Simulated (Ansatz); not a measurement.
**Electron scattering at the Σ5 (210) boundary in fcc Rh with Bi (substitutional)**

Aim: the relaxed structure and the specific resistance of the Σ5 (210) boundary in fcc Rh with Bi (substitutional).

Method: Ansatz plane-wave DFT, PBE, PAW files; relaxation of a bicrystal slab with its lowest layers held; PAW set soft_1, in the first sound run; inputs show where later runs differ, in Ansatz 0.2.0.

### 1. Set-up

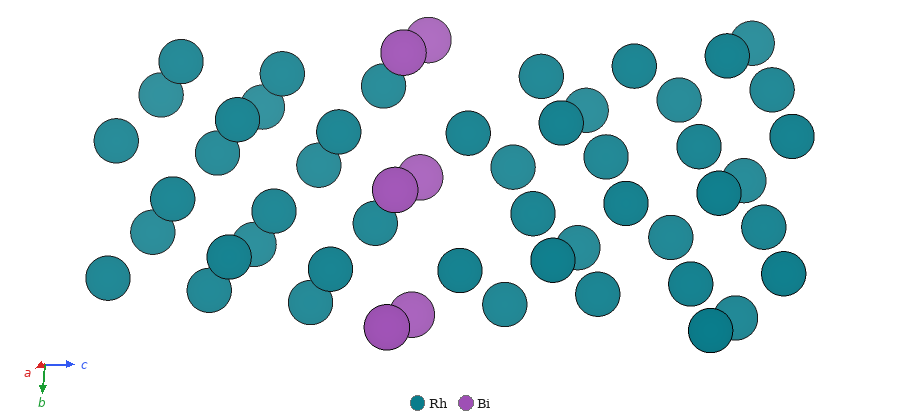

The cell as given, from the side, with the c axis across the page (rhodium blue, bismuth purple). 1×2×1 cells are drawn. Some periodic images of atoms are drawn too.

The cell holds 21 atoms: 20 Rh and 1 Bi. Its edges and angles: a = 4.658 Å, b = 3.803 Å, c = 28.858 Å, α = 90.0°, β = 90.0°, γ = 65.9°. It derives from Rh. built on the (2 1 0) plane; 2 overlapping atoms removed and the grains opened by 0 Å. Vacuum lies along c.

### 2. Relaxing the bicrystal

The boundary is built by mirroring the lower grain in the boundary plane and removing any atoms that overlap; then the Bi is put in at the boundary. A thin bicrystal slab is relaxed first, with the lowest layers held and the upper grain free to shift and open.

Contents of input.yaml:

```yaml
crystal:
  lattice:
    - [4.6578272204, 0.0, 0.0]
    - [1.5526090735, 3.4717394307, 0.0]
    - [0.0, 0.0, 28.8583792625]
  atoms:
    - { symbol: Rh, position: [0.6, 0.7, 0.1732599033] }
    - { symbol: Rh, position: [0.2, 0.4, 0.2027279134] }
    - { symbol: Rh, position: [0.8, 0.1, 0.2321959235] }
    - { symbol: Rh, position: [0.4, 0.8, 0.2616639337] }
    - { symbol: Rh, position: [1.0, 0.5, 0.2911319438] }
    - { symbol: Rh, position: [0.6, 0.2, 0.3205999539] }
    - { symbol: Rh, position: [0.2, 0.9, 0.3500679641] }
    - { symbol: Rh, position: [0.8, 0.6, 0.3795359742] }
    - { symbol: Rh, position: [0.4, 0.3, 0.4090039843] }
    - { symbol: Bi, position: [0.0, 0.0, 0.4384719945] }
    - { symbol: Rh, position: [0.8, 0.6, 0.4974080147] }
    - { symbol: Rh, position: [0.2, 0.9, 0.5268760249] }
    - { symbol: Rh, position: [0.6, 0.2, 0.556344035] }
    - { symbol: Rh, position: [1.0, 0.5, 0.5858120451] }
    - { symbol: Rh, position: [0.4, 0.8, 0.6152800553] }
    - { symbol: Rh, position: [0.8, 0.1, 0.6447480654] }
    - { symbol: Rh, position: [0.2, 0.4, 0.6742160755] }
    - { symbol: Rh, position: [0.6, 0.7, 0.7036840857] }
    - { symbol: Rh, position: [1.0, 1.0, 0.7331520958] }
    - { symbol: Rh, position: [0.4, 0.3, 0.7626201059] }
    - { symbol: Rh, position: [0.8, 0.6, 0.7920881161] }
kpoints:
  mp_grid: { grid: [7, 7, 1] }
hamiltonian:
  xc: pbe
  pseudopotentials: { kind: paw, azcp: { folder: soft_1 } }
scf:
  occupations: { method: fermi_dirac, width: 0.1 }
relax:
  f_tol: 0.03
  max_steps: 80
  constraints: [{ sites: [0, 1, 2, 3] }]
```

The run is started by

```bash
$ ansatz run input.yaml --threads 4 --pin off --max-ram 15360MiB --backend cpu --events-out ev --progress --plain --runs-dir out
```

Numbers of over 12 decimals in the logs are rounded to 6 here.

Output:

```text
Engine: ansatz 0.2.0, x86_64-unknown-linux-gnu
Pseudopotentials: kind: paw
Pseudopotential: Rh, paw, valence charge 17, recommended cutoff 420 eV (normal), soft_1/Rh.paw.azcp
Pseudopotential: Bi, paw, valence charge 15, recommended cutoff 420 eV (normal), soft_1/Bi.paw.azcp
Functional definition: PBE
  parameter kappa = 0.804
  parameter beta = 0.066725
  exchange = pbe_x(kappa = kappa, mu = beta*pi^2/3)
  correlation = pbe_c(beta = beta)
Crystal: 21 atoms, lattice volume = 466.662 Å³
Basis set: ecut = 420 eV, 9105 PW (Γ), exchange–correlation on 64×54×400 points (8 copies of the dense FFT grid, shifted against one another)
Bands: 213, of which v1, the nominal top of the filled ones, is band 178 counted from 1 (177 counted from 0)
Symmetry: 2 space group operations
Space group: Cm (ITA 8), of the structure as read, at distance tolerance 7.8e-5 Å
k-points: 16 of 49 (time reversal used)
Non-local potential: Rh, projectors of the file, l = 0: 3, l = 1: 2, l = 2: 2, l = 3: 1
Non-local potential: Bi, projectors of the file, l = 0: 2, l = 1: 2, l = 2: 2, l = 3: 1
PAW form: soft (Blöchl's): semilocal exchange-correlation on the pseudo side does not see the compensation charge
PAW one-centre angular grid: Rh, 590 points (default); XC on 64 Gauss nodes
PAW one-centre angular grid: Bi, 590 points (default); XC on 64 Gauss nodes
Initial density: superposition of atomic densities (neutral atoms: chi_scale 0, normalization atom)
Initial wavefunctions: pseudopotential atomic-orbital guess
Functional: x = pbe(κ = 0.804, μ = 0.219515), c = pbe(β = 0.066725)
SCF iter   1: F=—  HF=-140459.744373 eV  |F-HF|=—  |Δ(HF+E_count)|=         —  Δρ=7.75e-2  dr2=6.23e1  ethr=3.10e-3  ⟨swp⟩=6.1  Hψ=12409  notcnv=0  defer=72
preconditioner: auto → LDOS  [metal: Δε(μ)=0.006 eV  Ē_g=6.900 eV  σ=0.100 eV  W_gap=0.01  n_scr=128 (ndim 8)  ℏωp=24.0 eV  f_vac=0.309  D(μ)=29.82/eV (n_scr^D=316)  β→1.0]
SCF iter   2: F=—  HF=-140464.395456 eV  |F-HF|=—  |Δ(HF+E_count)|=    4.65e0  Δρ=9.56e-2  dr2=4.44e1  ethr=3.10e-3  ⟨swp⟩=3.1  Hψ=9042  notcnv=0  defer=127
SCF iter   3: F=—  HF=-140451.580119 eV  |F-HF|=—  |Δ(HF+E_count)|=    1.28e1  Δρ=1.61e-2  dr2=1.38e0  ethr=3.10e-3  ⟨swp⟩=2.1  Hψ=7172  notcnv=0  defer=145
SCF iter   4: F=—  HF=-140451.265305 eV  |F-HF|=—  |Δ(HF+E_count)|=   3.15e-1  Δρ=3.66e-3  dr2=9.85e-2  ethr=3.88e-4  ⟨swp⟩=3.1  Hψ=8094  notcnv=0  defer=139
SCF iter   5: F=—  HF=-140451.248035 eV  |F-HF|=—  |Δ(HF+E_count)|=   1.73e-2  Δρ=1.12e-3  dr2=2.05e-2  ethr=2.78e-5  ⟨swp⟩=2.0  Hψ=4941  notcnv=0  defer=139
SCF iter   6: F=—  HF=-140451.246416 eV  |F-HF|=—  |Δ(HF+E_count)|=   1.62e-3  Δρ=3.91e-4  dr2=2.35e-3  ethr=5.78e-6  ⟨swp⟩=2.0  Hψ=4822  notcnv=0  defer=139
SCF iter   7: F=—  HF=-140451.246412 eV  |F-HF|=—  |Δ(HF+E_count)|=   4.52e-6  Δρ=2.12e-4  dr2=4.53e-4  ethr=6.63e-7  ⟨swp⟩=2.4  Hψ=5727  notcnv=0  defer=139
SCF iter   8: F=—  HF=-140451.246324 eV  |F-HF|=—  |Δ(HF+E_count)|=   8.74e-5  Δρ=6.58e-5  dr2=5.40e-5  ethr=1.28e-7  ⟨swp⟩=2.6  Hψ=5995  notcnv=0  defer=139
SCF iter   9: F=-140451.246319 eV  HF=-140451.246331 eV  |F-HF|=1.20e-5  |Δ(HF+E_count)|=   6.67e-6  Δρ=3.99e-5  dr2=1.50e-5  ethr=6.34e-9  ⟨swp⟩=4.4  Hψ=10956  notcnv=0
SCF 1 converged in 9 iterations: F = -140451.246319 eV  dr2 = 1.50e-5
  greatest PAW one-centre occupation: 1.000 electrons in one spin orbital (limit 2), on the Rh atom at site 13 (counted from 0), in its partial waves of l = 0
relax step   1: F+E_penalty+E_count = -140451.24631900 eV  Δ(F+E_penalty+E_count) = +0.000e0 eV  max|allowed force component| = 1.551e0 eV/Å  Δτ_max = 0.0000 Å  (9 SCF iters, dr2 threshold 2.25e-5 eV, accepted)
Initial density: handed on by an earlier stage of this run
Initial wavefunctions: those handed on with the density
iter 1 solved again at ethr=1.48e-3 eV; its pass at ethr=3.10e-3 eV (dr2=5.24e0 eV) is discarded
SCF iter   1: F=—  HF=-140451.738420 eV  |F-HF|=—  |Δ(HF+E_count)|=         —  Δρ=1.49e-2  dr2=5.18e0  ethr=1.48e-3  ⟨swp⟩=1.0  Hψ=11686  notcnv=0  defer=119
preconditioner: auto → LDOS  [metal: Δε(μ)=0.001 eV  Ē_g=6.703 eV  σ=0.100 eV  W_gap=0.00  n_scr=128 (ndim 8)  ℏωp=24.0 eV  f_vac=0.310  D(μ)=32.08/eV (n_scr^D=338)  β→1.0]
SCF iter   2: F=—  HF=-140451.663698 eV  |F-HF|=—  |Δ(HF+E_count)|=   7.47e-2  Δρ=5.21e-3  dr2=3.13e-1  ethr=1.46e-3  ⟨swp⟩=2.0  Hψ=3488  notcnv=0  defer=119
SCF iter   3: F=—  HF=-140451.641253 eV  |F-HF|=—  |Δ(HF+E_count)|=   2.24e-2  Δρ=3.75e-3  dr2=1.07e-1  ethr=8.80e-5  ⟨swp⟩=3.1  Hψ=6741  notcnv=0  defer=124
SCF iter   4: F=—  HF=-140451.619528 eV  |F-HF|=—  |Δ(HF+E_count)|=   2.17e-2  Δρ=7.53e-4  dr2=5.90e-3  ethr=3.01e-5  ⟨swp⟩=2.8  Hψ=6817  notcnv=0  defer=124
SCF iter   5: F=—  HF=-140451.617884 eV  |F-HF|=—  |Δ(HF+E_count)|=   1.64e-3  Δρ=2.45e-4  dr2=8.02e-4  ethr=1.66e-6  ⟨swp⟩=2.3  Hψ=5109  notcnv=0  defer=127
SCF iter   6: F=-140451.617816 eV  HF=-140451.617890 eV  |F-HF|=7.41e-5  |Δ(HF+E_count)|=   5.76e-6  Δρ=9.68e-5  dr2=8.73e-5  ethr=2.82e-8  ⟨swp⟩=3.5  Hψ=12828  notcnv=0
SCF 2 converged in 6 iterations: F = -140451.617816 eV  dr2 = 8.73e-5
relax step   2: F+E_penalty+E_count = -140451.61781605 eV  Δ(F+E_penalty+E_count) = -3.715e-1 eV  max|allowed force component| = 6.042e-1 eV/Å  Δτ_max = 0.1973 Å  (6 SCF iters, dr2 threshold 1.00e-4 eV, accepted)
iter 1 solved again at ethr=2.55e-3 eV; its pass at ethr=3.10e-3 eV (dr2=9.06e0 eV) is discarded
SCF iter   1: F=—  HF=-140451.979066 eV  |F-HF|=—  |Δ(HF+E_count)|=         —  Δρ=1.96e-2  dr2=9.09e0  ethr=2.55e-3  ⟨swp⟩=1.0  Hψ=13122  notcnv=0  defer=121
preconditioner: auto → LDOS  [metal: Δε(μ)=0.001 eV  Ē_g=6.647 eV  σ=0.100 eV  W_gap=0.00  n_scr=128 (ndim 8)  ℏωp=24.0 eV  f_vac=0.304  D(μ)=32.00/eV (n_scr^D=338)  β→1.0]
SCF iter   2: F=—  HF=-140451.792853 eV  |F-HF|=—  |Δ(HF+E_count)|=   1.86e-1  Δρ=5.54e-3  dr2=2.06e-1  ethr=2.55e-3  ⟨swp⟩=2.0  Hψ=3477  notcnv=0  defer=121
SCF iter   3: F=—  HF=-140451.771881 eV  |F-HF|=—  |Δ(HF+E_count)|=   2.10e-2  Δρ=2.82e-3  dr2=5.90e-2  ethr=5.80e-5  ⟨swp⟩=2.1  Hψ=6231  notcnv=0  defer=126
SCF iter   4: F=—  HF=-140451.762840 eV  |F-HF|=—  |Δ(HF+E_count)|=   9.04e-3  Δρ=1.01e-3  dr2=7.58e-3  ethr=1.66e-5  ⟨swp⟩=2.1  Hψ=5855  notcnv=0  defer=126
SCF iter   5: F=—  HF=-140451.760470 eV  |F-HF|=—  |Δ(HF+E_count)|=   2.37e-3  Δρ=1.92e-4  dr2=4.49e-4  ethr=2.14e-6  ⟨swp⟩=3.1  Hψ=6052  notcnv=0  defer=129
SCF iter   6: F=—  HF=-140451.760505 eV  |F-HF|=—  |Δ(HF+E_count)|=   3.48e-5  Δρ=1.05e-4  dr2=7.41e-5  ethr=1.27e-7  ⟨swp⟩=2.0  Hψ=5552  notcnv=0  defer=129
SCF iter   7: F=-140451.760499 eV  HF=-140451.760502 eV  |F-HF|=3.17e-6  |Δ(HF+E_count)|=   3.18e-6  Δρ=2.04e-5  dr2=4.45e-6  ethr=6.43e-9  ⟨swp⟩=5.0  Hψ=11655  notcnv=0
SCF 3 converged in 7 iterations: F = -140451.760499 eV  dr2 = 4.45e-6
  greatest PAW one-centre occupation: 1.000 electrons in one spin orbital (limit 2), on the Rh atom at site 3 (counted from 0), in its partial waves of l = 0
relax step   3: F+E_penalty+E_count = -140451.76049879 eV  Δ(F+E_penalty+E_count) = -1.427e-1 eV  max|allowed force component| = 1.635e-1 eV/Å  Δτ_max = 0.1941 Å  (7 SCF iters, dr2 threshold 2.28e-5 eV, accepted)
[... from here on, the SCF cycles and remarks between the steps are left out ...]
relax step   4: F+E_penalty+E_count = -140451.84249011 eV  Δ(F+E_penalty+E_count) = -8.199e-2 eV  max|allowed force component| = 1.406e-1 eV/Å  Δτ_max = 0.2000 Å  (8 SCF iters, dr2 threshold 1.96e-6 eV, accepted)
relax step   5: F+E_penalty+E_count = -140451.90626127 eV  Δ(F+E_penalty+E_count) = -6.377e-2 eV  max|allowed force component| = 1.075e-1 eV/Å  Δτ_max = 0.1982 Å  (8 SCF iters, dr2 threshold 1.45e-6 eV, accepted)
relax step   6: F+E_penalty+E_count = -140451.96288697 eV  Δ(F+E_penalty+E_count) = -5.663e-2 eV  max|allowed force component| = 6.634e-2 eV/Å  Δτ_max = 0.1982 Å  (7 SCF iters, dr2 threshold 6.76e-6 eV, accepted)
relax step   7: F+E_penalty+E_count = -140452.01081423 eV  Δ(F+E_penalty+E_count) = -4.793e-2 eV  max|allowed force component| = 3.704e-2 eV/Å  Δτ_max = 0.1910 Å  (8 SCF iters, dr2 threshold 1.67e-6 eV, accepted)
relax step   8: F+E_penalty+E_count = -140452.04627176 eV  Δ(F+E_penalty+E_count) = -3.546e-2 eV  max|allowed force component| = 1.751e-1 eV/Å  Δτ_max = 0.1973 Å  (9 SCF iters, accepted)
relax step   9: F+E_penalty+E_count = -140451.75552497 eV  Δ(F+E_penalty+E_count) = +2.907e-1 eV  max|allowed force component| = 3.261e0 eV/Å  Δτ_max = 0.1930 Å  (7 SCF iters, dr2 threshold 9.55e-6 eV, rejected (line search))
relax step  10: F+E_penalty+E_count = -140452.05969681 eV  Δ(F+E_penalty+E_count) = -1.343e-2 eV  max|allowed force component| = 1.520e-2 eV/Å  Δτ_max = 0.0965 Å  (9 SCF iters, accepted)
relax step  11: F+E_penalty+E_count = -140452.06696126 eV  Δ(F+E_penalty+E_count) = -7.264e-3 eV  max|allowed force component| = 1.213e-2 eV/Å  Δτ_max = 0.0971 Å  (8 SCF iters, accepted)
SCF iter   1: F=—  HF=-140452.118099 eV  |F-HF|=—  |Δ(HF+E_count)|=         —  Δρ=8.89e-3  dr2=4.47e-1  ethr=1.40e-3  ⟨swp⟩=4.1  Hψ=8449  notcnv=0  defer=129
preconditioner: auto → LDOS  [metal: Δε(μ)=0.006 eV  Ē_g=6.606 eV  σ=0.100 eV  W_gap=0.02  n_scr=128 (ndim 8)  ℏωp=24.0 eV  f_vac=0.300  D(μ)=32.97/eV (n_scr^D=354)  β→1.0]
SCF iter   2: F=—  HF=-140452.090679 eV  |F-HF|=—  |Δ(HF+E_count)|=   2.74e-2  Δρ=3.73e-3  dr2=5.09e-2  ethr=1.26e-4  ⟨swp⟩=2.1  Hψ=6595  notcnv=0  defer=131
SCF iter   3: F=—  HF=-140452.071177 eV  |F-HF|=—  |Δ(HF+E_count)|=   1.95e-2  Δρ=1.06e-3  dr2=3.65e-3  ethr=1.43e-5  ⟨swp⟩=3.0  Hψ=7115  notcnv=0  defer=131
SCF iter   4: F=—  HF=-140452.069783 eV  |F-HF|=—  |Δ(HF+E_count)|=   1.39e-3  Δρ=1.52e-4  dr2=1.73e-4  ethr=1.03e-6  ⟨swp⟩=2.9  Hψ=6644  notcnv=0  defer=131
SCF iter   5: F=—  HF=-140452.069759 eV  |F-HF|=—  |Δ(HF+E_count)|=   2.36e-5  Δρ=5.18e-5  dr2=2.02e-5  ethr=4.88e-8  ⟨swp⟩=2.7  Hψ=6418  notcnv=0  defer=131
SCF iter   6: F=—  HF=-140452.069085 eV  |F-HF|=—  |Δ(HF+E_count)|=   6.75e-4  Δρ=1.63e-5  dr2=2.03e-6  ethr=5.68e-9  ⟨swp⟩=2.8  Hψ=5266  notcnv=0  defer=131
SCF iter   7: F=—  HF=-140452.069085 eV  |F-HF|=—  |Δ(HF+E_count)|=   3.38e-7  Δρ=7.06e-6  dr2=4.42e-7  ethr=5.71e-10  ⟨swp⟩=2.0  Hψ=4929  notcnv=0  defer=131
SCF iter   8: F=-140452.069085 eV  HF=-140452.069085 eV  |F-HF|=1.48e-9  |Δ(HF+E_count)|=   3.05e-8  Δρ=1.95e-6  dr2=2.72e-8  ethr=2.82e-11  ⟨swp⟩=5.0  Hψ=11975  notcnv=0
SCF 12 converged in 8 iterations: F = -140452.069085 eV  dr2 = 2.72e-8
relax step  12: F+E_penalty+E_count = -140452.06908526 eV  Δ(F+E_penalty+E_count) = -2.124e-3 eV  max|allowed force component| = 2.711e-2 eV/Å  Δτ_max = 0.0979 Å  (8 SCF iters, accepted)
SCF converged after 8 iterations
Free energy (F): -140452.069085 eV
Harris-Foulkes:  -140452.069085 eV  (|F-HF|=1.48e-9)
Internal energy: -140450.979629 eV  (E = F + TS)
E sigma→0 (E₀):  -140451.524357 eV
Entropy (-TS):   -1.089457 eV (-51.879 meV/atom)
Fermi energy:    12.351109 eV
--- Per-component energies (eV) ---
  E_band       = -5096.650558
  E_kinetic    = 10988.561530
  E_local      = -380338.746375  (includes V_loc(G=0)·N_el)
  E_nonlocal   = 6390.004217
  E_hartree    = 184561.740721
  E_xc         = -4174.052582
  E_vxc        = -5177.632117  (∫ρ·V_xc dr)
  E_paw        = -82737.354491  (= ΣΔE_a)
  E_vpaw       = -6082.294166  (= ΣTr[D̂ρ^β])
  E_aug_tail   = 0.001953  (compensation charges beyond the density's cutoff)
  E_ewald      = 124858.865398
  E_smearing   = -1.089457  (= −TS)
  E_closure    = 0.000000  (closes the sum)
  Σ components = -140452.069085   (vs F -140452.069085, Δ=0.00e0)
--- Forces (eV/Å), atoms counted from 1 ---
  atom   1  Rh    -0.09126386     0.04081444     0.95595494
  atom   2  Rh    -0.01469548     0.00657202    -0.06298740
  atom   3  Rh     0.11336010    -0.05069618    -0.68132216
  atom   4  Rh    -0.01357029     0.00606882    -0.20205624
  atom   5  Rh     0.00059253    -0.00026499    -0.01089393
  atom   6  Rh     0.00301095    -0.00134654    -0.01480327
  atom   7  Rh     0.00459095    -0.00205313    -0.00336399
  atom   8  Rh    -0.00640323     0.00286361     0.00528927
  atom   9  Rh     0.00535064    -0.00239288     0.00440781
  atom  10  Bi    -0.00785580     0.00351322    -0.00473790
  atom  11  Rh     0.00213017    -0.00095264     0.02250625
  atom  12  Rh    -0.00555214     0.00248299     0.02515579
  atom  13  Rh     0.00472130    -0.00211143    -0.00306705
  atom  14  Rh    -0.00001866     0.00000835    -0.01903609
  atom  15  Rh    -0.00033191     0.00014843    -0.02711120
  atom  16  Rh     0.00139041    -0.00062181    -0.01362080
  atom  17  Rh     0.00421385    -0.00188449    -0.00608265
  atom  18  Rh     0.00372896    -0.00166764     0.00482193
  atom  19  Rh    -0.00103070     0.00046094     0.00747655
  atom  20  Rh    -0.00275055     0.00123008     0.00948985
  atom  21  Rh     0.00040142    -0.00017952     0.01396716
  max |Σ_I F_I| component: 1.87e-5 eV/Å
--- Relaxed structure (12 steps of the walk, 11 accepted, 0 SCFs on fresh bases) ---
  F+E_penalty+E_count = -140452.06908526 eV   max|allowed force component| = 2.711e-2 eV/Å
  atoms:
    - { symbol: Rh, position: [0.600000, 0.7, 0.1732599033] }
    - { symbol: Rh, position: [0.2, 0.4, 0.202728] }
    - { symbol: Rh, position: [0.8, 0.1, 0.232196] }
    - { symbol: Rh, position: [0.4, 0.8, 0.261664] }
    - { symbol: Rh, position: [0.997992, 0.501004, 0.291136] }
    - { symbol: Rh, position: [0.596751, 0.201624, 0.321103] }
    - { symbol: Rh, position: [0.203681, 0.898160, 0.350676] }
    - { symbol: Rh, position: [0.795729, 0.602135, 0.379075] }
    - { symbol: Rh, position: [0.400846, 0.299577, 0.413017] }
    - { symbol: Bi, position: [-0.013241, 0.00662055, 0.449251] }
    - { symbol: Rh, position: [0.514312, 0.742844, 0.505070] }
    - { symbol: Rh, position: [-0.098188, 1.049094, 0.540174] }
    - { symbol: Rh, position: [0.309056, 0.345472, 0.565507] }
    - { symbol: Rh, position: [0.706792, 0.646604, 0.596490] }
    - { symbol: Rh, position: [0.109569, 0.945216, 0.626948] }
    - { symbol: Rh, position: [0.504609, 0.247696, 0.655980] }
    - { symbol: Rh, position: [-0.099331, 0.549666, 0.685696] }
    - { symbol: Rh, position: [0.301430, 0.849285, 0.715667] }
    - { symbol: Rh, position: [0.706527, 1.146737, 0.746351] }
    - { symbol: Rh, position: [0.102205, 0.448897, 0.774062] }
    - { symbol: Rh, position: [0.500447, 0.749777, 0.800790] }
```

It took 6.5 min on 4 threads of Intel Xeon Platinum 8488C (Sapphire Rapids), shared host; peak memory 2.7 GiB; 25 min of CPU time.

Step by step:

| step | energy less that of the first step (eV) | largest force component (eV/Å) |
| --- | --- | --- |
| 1 | 0.0000 | 1.5510 |
| 2 | -0.3715 | 0.6042 |
| 3 | -0.5142 | 0.1635 |
| 4 | -0.5962 | 0.1406 |
| 5 | -0.6599 | 0.1075 |
| 6 | -0.7166 | 0.0663 |
| 7 | -0.7645 | 0.0370 |
| 8 | -0.8000 | 0.1751 |
| 9 | -0.5092 | 3.2605 |
| 10 | -0.8134 | 0.0152 |
| 11 | -0.8206 | 0.0121 |
| 12 | -0.8228 | 0.0271 |

Relaxation step 9 was tried and not accepted.

The run keeps the 2 symmetry operations that it works with, so distortions that break them were not tested.

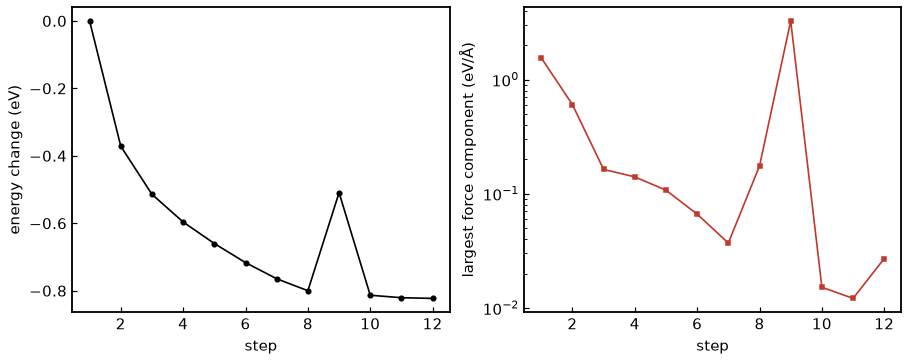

Energy and largest force along the relaxation.

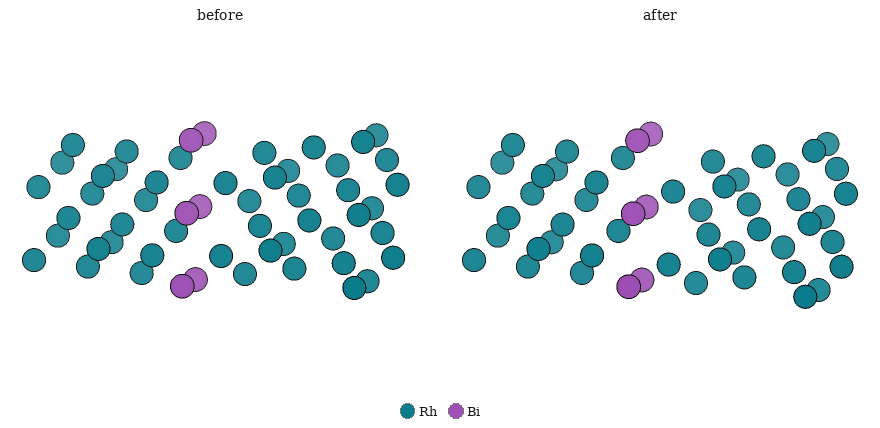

The structure before and after the relaxation, drawn at the same scale.

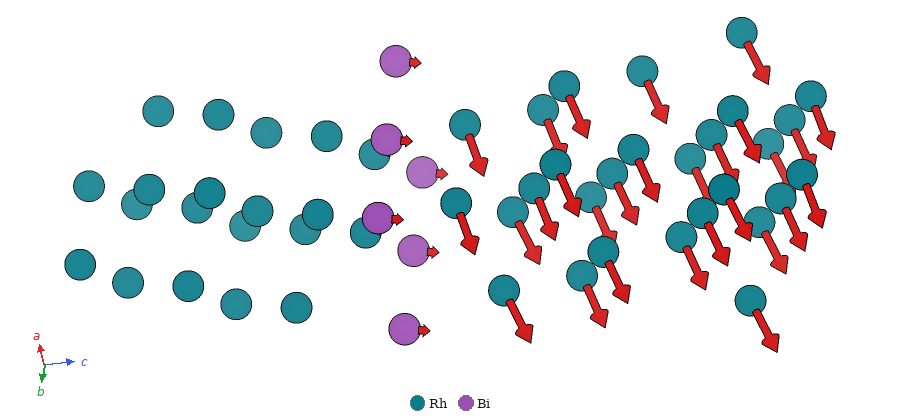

Displacements in the relaxation, scaled; the longest in the cell stands for 1.32 Å. 1×2×1 cells are drawn. Some periodic images of atoms are drawn too.

The atoms that moved most (Å):

```
atom      dx     dy     dz  length
Rh12  -1.157  0.518  0.384   1.325
Rh18  -1.159  0.518  0.346   1.316
Rh17  -1.162  0.520  0.331   1.315
Rh20  -1.156  0.517  0.330   1.309
Rh19  -1.139  0.509  0.381   1.305
Rh21  -1.163  0.520  0.251   1.298
Rh16  -1.147  0.513  0.324   1.297
Rh14  -1.138  0.509  0.308   1.284
```

This step gave:

* free energy: -140452.0691 eV
* energy at zero smearing: -140451.5244 eV
* Fermi energy: 12.35 eV

The largest force component on a free atom ends at 0.027 eV/Å, under the tolerance of 0.03, after 12 steps.

(Part 1 of 2 ends here.)

[Logs are printed without paths, hosts, clocks, repeated set-up lines and the standing remarks that a program may print on its own settings, such as how far it seeks lower states.]

[Hosts, paths, dates, database ids (printed as entryN), source tags and the programs' standing remarks are cut or masked in the printed files.]
